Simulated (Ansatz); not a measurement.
**Ge: geometry relaxation (part 1 of 2)**

The run: geometry relaxation of Ge (P6₃/mmc, 4 atoms in the cell). Method and program: DFT, r2SCAN, plane waves, PAW, no spin polarisation (Ansatz 0.2.0).

The structure was built on a prototype by a generator. The geometry comes from this level: PBE. Figures and captions count atoms from 1; the log counts them from 0 in places.

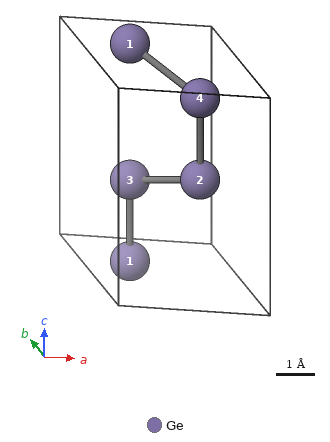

Fig. 1: The structure as given in the input (ball-and-stick view of the cell of the calculation, seen at an oblique angle; atoms are numbered from 1 in the order of the input). Near neighbours in the crystal (not all of them lie inside the picture): Ge has 4 Ge at 2.49 to 2.51 Å.

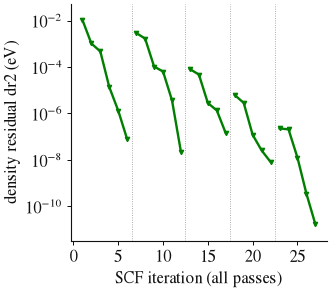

Fig. 2: Convergence of the self-consistent field: density residual dr2 against the SCF iteration. The dotted lines part the SCF passes of the relaxation: geometry steps, rejected trials and re-solves on a re-selected basis. The 5 passes take 5 to 6 iterations each, 27 in all.

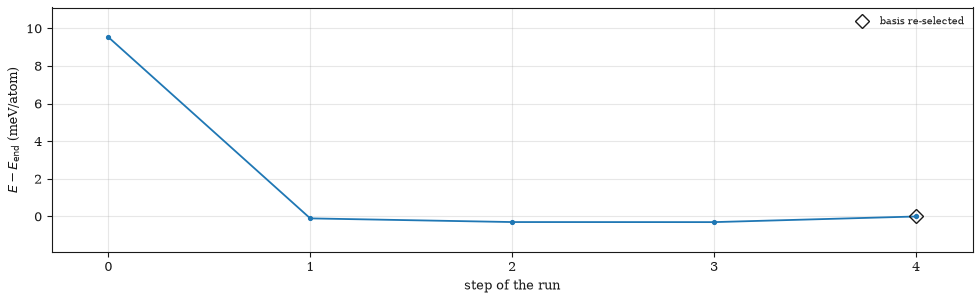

Fig. 3: Progress of the relaxation, step by step (the first geometry is step 0 here and step 1 in the log).

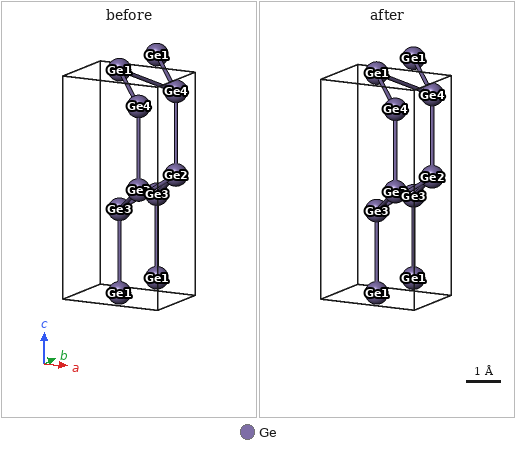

Fig. 4: Before (left) and after (right) the relaxation, at one scale (ball-and-stick view of the cell of the calculation, repeated 1 × 2 × 1, seen slightly off an axis). The energy falls by 9.8 meV per atom in 3 geometry steps. The largest force component goes from 0.0088 to 0.0032 eV/Å. The pressure goes from −2.69 to 0.00 GPa. No atom moves by more than 0.005 Å relative to the cell. Cell: a = b 4.058 → 3.998 Å (−1.5 %), c 6.693 → 6.593 Å (−1.5 %). Volume −4.4 %. Distances before and after: Ge1–Ge3 2.506 → 2.467 Å, Ge1–Ge4 2.489 → 2.452 Å. The space group stays P6_3/mmc (No. 194). A last SCF at the same geometry on a re-selected plane-wave basis shifts the energy by +0.3 meV per atom. (Atoms are counted from 1 in the order of the input.)

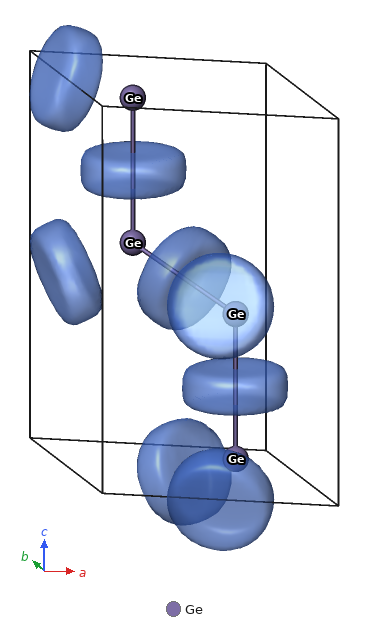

Fig. 5: Isosurface of the electron localisation function at 0.55 (blue), seen slightly off an axis. Only the valence region is drawn (cores and ρ < 0.01 e/Å³ removed). Sticks mark near contacts. The outline is the cell set on symmetry axes. The ELF exceeds this value in eight regions between bonded Ge–Ge atoms (shared pairs), counted in one cell of 4 atoms. Core electrons are frozen (PAW), so the fields are smoothed inside the atomic spheres.

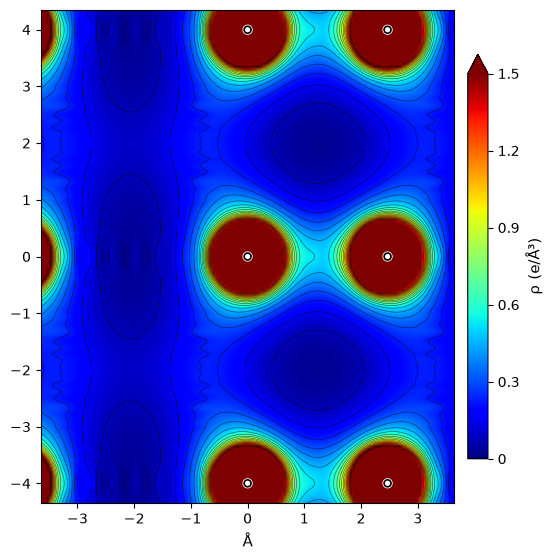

Fig. 6: Valence electron density on the (11̄0) plane of the conventional cell. Circles mark the nuclei in the plane (Ge). Atoms in the plane: Ge. Ge–Ge (2.47 Å): the density is about 0.51 e/Å³ at the midpoint. The density dies away to nearly zero in the voids.

The input and output of the run follow.

**Input file**
```yaml
crystal:
  lattice:
    - [4.0584087531, 0.0, 0.0]
    - [-2.0292043765, 3.5146850791, 0.0]
    - [0.0, 0.0, 6.6929896224]
  atoms:
    - { symbol: Ge, position: [0.3333333333, 0.6666666667, 0.0003197446] }
    - { symbol: Ge, position: [0.6666666667, 0.3333333333, 0.5003197446] }
    - { symbol: Ge, position: [0.3333333333, 0.6666666667, 0.3746802554] }
    - { symbol: Ge, position: [0.6666666667, 0.3333333333, 0.8746802554] }
kpoints:
  mp_grid: { grid: [6, 6, 4] }
hamiltonian:
  xc: r2scan
scf:
  occupations: { method: fermi_dirac, width: 0.02 }
relax:
  f_tol: 0.005
  cell: {}
output:
  write_density: true
  write_potential: true
  elf: true
  volumetric_format: npy
```

Run as:
```bash
ansatz run input.yaml --threads 4 --pin off --max-ram 7372MiB --backend cpu --events-out ev --progress --plain --runs-dir out
```

**Log**
```
Engine: ansatz 0.2.0, x86_64-unknown-linux-gnu
Pseudopotentials: kind: paw
Pseudopotential: Ge, paw, valence charge 14, recommended cutoff 500 eV (meta_gga), Ge.paw.azcp
Functional definition: r2SCAN
  parameter k0 = 0.174
  parameter k1 = 0.065
  parameter a1 = 4.9479
  exchange = r2scan_x(k0 = k0, k1 = k1, a1 = a1)
  correlation = r2scan_c
Crystal: 4 atoms, lattice volume = 95.469 Å³
Basis set: ecut = 500 eV, 2443 PW (Γ), exchange–correlation on 120×120×200 points (64 copies of the dense FFT grid, shifted against one another)
Bands: 34, of which v1, the nominal top of the filled ones, is band 28 counted from 1 (27 counted from 0)
Symmetry: 24 space group operations
Space group: P63/mmc (ITA 194), of the structure as read, at distance tolerance 4.6e-5 Å
k-points: 21 of 144
Non-local potential: Ge, projectors of the file, l = 0: 2, l = 1: 2, l = 2: 3, l = 3: 1
PAW form: soft (Blöchl's): semilocal exchange-correlation on the pseudo side does not see the compensation charge
PAW frozen core: Ge, regenerated for the run's functional (the file was generated under x = pbe(κ = 0.804, μ = 0.2195149727645171), c = pbe(β = 0.06672455060314922))
PAW one-centre angular grid: Ge, 590 points (default); XC on 160 Gauss nodes
Initial density: superposition of atomic densities (neutral atoms: chi_scale 0, normalization atom), corrected by the library's trained network
Initial wavefunctions: pseudopotential atomic-orbital guess
Functional: x = r2scan, c = r2scan; τ floored in thin density (d = 2e-4 eV/Å³)
SCF iter   1: F=—  HF=-17211.468621 eV  |F-HF|=—  |Δ(HF+E_count)|=         —  Δρ=5.92e-3  dr2=1.07e-2  dr2_τ=7.46e-3  ethr=1.77e-3  ⟨swp⟩=6.6  Hψ=2630  notcnv=0
preconditioner: auto → Resta (q_TF=auto, 2.496 Å⁻¹)  ε∞=2.5  [insulator: Δε(μ)=0.070 eV  Ē_g=23.334 eV  σ=0.020 eV  W_gap=0.69  n_scr=22 (ndim 8)  ℏωp=28.4 eV  f_vac=0.084  D(μ)=0.24/eV (n_scr^D=0)  ε∞_Penn≈2.5]
SCF iter   2: F=—  HF=-17211.480942 eV  |F-HF|=—  |Δ(HF+E_count)|=   1.23e-2  Δρ=1.74e-3  dr2=1.03e-3  dr2_τ=3.56e-5  ethr=1.91e-5  ⟨swp⟩=2.6  Hψ=1583  notcnv=0  defer=28
preconditioner: auto → Kerker (q_TF=auto, 2.496 Å⁻¹)  [metal: Δε(μ)=0.043 eV  Ē_g=23.183 eV  σ=0.020 eV  W_gap=0.47  n_scr=22 (ndim 8)  ℏωp=28.4 eV  f_vac=0.083  D(μ)=0.37/eV (n_scr^D=0)]
SCF iter   3: F=—  HF=-17211.481227 eV  |F-HF|=—  |Δ(HF+E_count)|=   2.86e-4  Δρ=1.16e-3  dr2=4.68e-4  dr2_τ=5.07e-6  ethr=1.83e-6  ⟨swp⟩=2.0  Hψ=1248  notcnv=0  defer=28
SCF iter   4: F=—  HF=-17211.481303 eV  |F-HF|=—  |Δ(HF+E_count)|=   7.60e-5  Δρ=1.30e-4  dr2=1.37e-5  dr2_τ=1.11e-7  ethr=8.35e-7  ⟨swp⟩=2.0  Hψ=756  notcnv=0  defer=28
SCF iter   5: F=—  HF=-17211.481300 eV  |F-HF|=—  |Δ(HF+E_count)|=   3.57e-6  Δρ=3.51e-5  dr2=1.32e-6  dr2_τ=8.26e-9  ethr=2.44e-8  ⟨swp⟩=2.0  Hψ=850  notcnv=0  defer=28
SCF iter   6: F=-17211.481300 eV  HF=-17211.481300 eV  |F-HF|=3.99e-8  |Δ(HF+E_count)|=   3.51e-7  Δρ=8.12e-6  dr2=7.72e-8  dr2_τ=4.51e-10  ethr=1.79e-10  ⟨swp⟩=5.9  Hψ=4557  notcnv=0
SCF 1 converged in 6 iterations: F = -17211.481300 eV  dr2 = 7.72e-8
  greatest PAW one-centre occupation: 0.998 electrons in one spin orbital (limit 2), on the Ge atom at site 2 (counted from 0), in its partial waves of l = 2
relax step   1: F+E_penalty+E_count = -17211.48130024 eV  Δ(F+E_penalty+E_count) = +0.000e0 eV  max|allowed force component| = 8.825e-3 eV/Å  Δτ_max = 0.0000 Å  P = -2.686 GPa  Ω = 95.469 Å³  (6 SCF iters, dr2 threshold 1.00e-7 eV, accepted)
Crystal: 4 atoms, lattice volume = 91.746 Å³
Basis set: ecut = 500 eV, 2311 PW (Γ), exchange–correlation on 120×120×200 points (64 copies of the dense FFT grid, shifted against one another)
Initial density: handed on by an earlier stage of this run
Initial wavefunctions: those handed on with the density
iter 1 solved again at ethr=5.22e-6 eV; its pass at ethr=3.10e-3 eV (dr2=2.93e-3 eV) is discarded
SCF iter   1: F=—  HF=-17211.495391 eV  |F-HF|=—  |Δ(HF+E_count)|=         —  Δρ=1.59e-3  dr2=2.92e-3  dr2_τ=6.10e-3  ethr=5.22e-6  ⟨swp⟩=1.9  Hψ=3475  notcnv=0
preconditioner: auto → Resta (q_TF=auto, 2.513 Å⁻¹)  ε∞=2.5  [insulator: Δε(μ)=0.172 eV  Ē_g=23.361 eV  σ=0.020 eV  W_gap=0.51  n_scr=22 (ndim 8)  ℏωp=29.0 eV  f_vac=0.066  D(μ)=0.44/eV (n_scr^D=0)  ε∞_Penn≈2.5]
SCF iter   2: F=—  HF=-17211.519639 eV  |F-HF|=—  |Δ(HF+E_count)|=   2.42e-2  Δρ=1.29e-3  dr2=1.67e-3  dr2_τ=7.55e-6  ethr=5.21e-6  ⟨swp⟩=2.3  Hψ=1015  notcnv=0
SCF iter   3: F=—  HF=-17211.519945 eV  |F-HF|=—  |Δ(HF+E_count)|=   3.06e-4  Δρ=3.15e-4  dr2=1.05e-4  dr2_τ=5.92e-6  ethr=2.98e-6  ⟨swp⟩=2.1  Hψ=1390  notcnv=0
SCF iter   4: F=—  HF=-17211.519827 eV  |F-HF|=—  |Δ(HF+E_count)|=   1.18e-4  Δρ=3.33e-4  dr2=6.38e-5  dr2_τ=7.12e-7  ethr=1.88e-7  ⟨swp⟩=2.0  Hψ=1303  notcnv=0
SCF iter   5: F=—  HF=-17211.519856 eV  |F-HF|=—  |Δ(HF+E_count)|=   2.86e-5  Δρ=8.18e-5  dr2=3.67e-6  dr2_τ=2.82e-8  ethr=1.14e-7  ⟨swp⟩=3.0  Hψ=1345  notcnv=0
SCF iter   6: F=-17211.519859 eV  HF=-17211.519859 eV  |F-HF|=1.82e-9  |Δ(HF+E_count)|=   3.29e-6  Δρ=4.70e-6  dr2=2.19e-8  dr2_τ=3.77e-10  ethr=7.14e-10  ⟨swp⟩=6.1  Hψ=4716  notcnv=0
SCF 2 converged in 6 iterations: F = -17211.519859 eV  dr2 = 2.19e-8
  greatest PAW one-centre occupation: 0.998 electrons in one spin orbital (limit 2), on the Ge atom at site 3 (counted from 0), in its partial waves of l = 2
relax step   2: F+E_penalty+E_count = -17211.51985891 eV  Δ(F+E_penalty+E_count) = -3.856e-2 eV  max|allowed force component| = 2.294e-2 eV/Å  Δτ_max = 0.0008 Å  P = -0.380 GPa  Ω = 91.746 Å³  energy of the carried Pulay correction = +1.167e-3 eV  (6 SCF iters, dr2 threshold 4.00e-7 eV, accepted)
Crystal: 4 atoms, lattice volume = 91.156 Å³
iter 1 solved again at ethr=2.12e-7 eV; its pass at ethr=3.10e-3 eV (dr2=1.19e-4 eV) is discarded
SCF iter   1: F=—  HF=-17211.519912 eV  |F-HF|=—  |Δ(HF+E_count)|=         —  Δρ=2.74e-4  dr2=8.14e-5  dr2_τ=2.01e-4  ethr=2.12e-7  ⟨swp⟩=2.0  Hψ=3326  notcnv=0
preconditioner: auto → Resta (q_TF=auto, 2.516 Å⁻¹)  ε∞=2.6  [insulator: Δε(μ)=0.064 eV  Ē_g=23.374 eV  σ=0.020 eV  W_gap=0.65  n_scr=22 (ndim 8)  ℏωp=29.1 eV  f_vac=0.073  D(μ)=0.27/eV (n_scr^D=0)  ε∞_Penn≈2.6]
SCF iter   2: F=—  HF=-17211.520633 eV  |F-HF|=—  |Δ(HF+E_count)|=   7.22e-4  Δρ=2.17e-4  dr2=4.72e-5  dr2_τ=2.09e-7  ethr=1.45e-7  ⟨swp⟩=3.0  Hψ=1325  notcnv=0
SCF iter   3: F=—  HF=-17211.520641 eV  |F-HF|=—  |Δ(HF+E_count)|=   7.90e-6  Δρ=5.13e-5  dr2=2.81e-6  dr2_τ=1.61e-7  ethr=8.42e-8  ⟨swp⟩=3.0  Hψ=1328  notcnv=0
SCF iter   4: F=—  HF=-17211.520638 eV  |F-HF|=—  |Δ(HF+E_count)|=   2.70e-6  Δρ=4.99e-5  dr2=1.35e-6  dr2_τ=1.57e-8  ethr=5.02e-9  ⟨swp⟩=2.0  Hψ=1303  notcnv=0
SCF iter   5: F=-17211.520639 eV  HF=-17211.520639 eV  |F-HF|=9.66e-8  |Δ(HF+E_count)|=   5.61e-7  Δρ=1.66e-5  dr2=1.41e-7  dr2_τ=1.15e-9  ethr=7.14e-10  ⟨swp⟩=6.1  Hψ=4171  notcnv=0
SCF 3 converged in 5 iterations: F = -17211.520639 eV  dr2 = 1.41e-7
relax step   3: F+E_penalty+E_count = -17211.52063902 eV  Δ(F+E_penalty+E_count) = -7.801e-4 eV  max|allowed force component| = 1.282e-2 eV/Å  Δτ_max = 0.0014 Å  P = +0.078 GPa  Ω = 91.156 Å³  energy of the carried Pulay correction = +1.356e-3 eV  (5 SCF iters, dr2 threshold 4.00e-7 eV, accepted)
Crystal: 4 atoms, lattice volume = 91.244 Å³
iter 1 solved again at ethr=1.27e-8 eV; its pass at ethr=3.10e-3 eV (dr2=7.13e-6 eV) is discarded
SCF iter   1: F=—  HF=-17211.520607 eV  |F-HF|=—  |Δ(HF+E_count)|=         —  Δρ=1.12e-4  dr2=6.23e-6  dr2_τ=1.94e-5  ethr=1.27e-8  ⟨swp⟩=2.3  Hψ=3323  notcnv=0
preconditioner: auto → Resta (q_TF=auto, 2.515 Å⁻¹)  ε∞=2.5  [insulator: Δε(μ)=0.082 eV  Ē_g=23.367 eV  σ=0.020 eV  W_gap=0.76  n_scr=22 (ndim 8)  ℏωp=29.1 eV  f_vac=0.075  D(μ)=0.20/eV (n_scr^D=0)  ε∞_Penn≈2.5]
SCF iter   2: F=—  HF=-17211.520652 eV  |F-HF|=—  |Δ(HF+E_count)|=   4.50e-5  Δρ=7.10e-5  dr2=2.85e-6  dr2_τ=1.25e-8  ethr=1.11e-8  ⟨swp⟩=2.9  Hψ=1323  notcnv=0
SCF iter   3: F=—  HF=-17211.520652 eV  |F-HF|=—  |Δ(HF+E_count)|=   1.78e-7  Δρ=1.13e-5  dr2=1.20e-7  dr2_τ=3.83e-9  ethr=5.09e-9  ⟨swp⟩=2.0  Hψ=874  notcnv=0
SCF iter   4: F=—  HF=-17211.520652 eV  |F-HF|=—  |Δ(HF+E_count)|=   1.78e-8  Δρ=5.71e-6  dr2=2.57e-8  dr2_τ=1.95e-10  ethr=4.28e-11  ⟨swp⟩=7.8  Hψ=4640  notcnv=0
SCF iter   5: F=-17211.520652 eV  HF=-17211.520652 eV  |F-HF|=1.26e-9  |Δ(HF+E_count)|=   5.17e-9  Δρ=2.85e-6  dr2=8.16e-9  dr2_τ=4.80e-11  ethr=4.28e-11  ⟨swp⟩=6.2  Hψ=3736  notcnv=0
SCF 4 converged in 5 iterations: F = -17211.520652 eV  dr2 = 8.16e-9
```
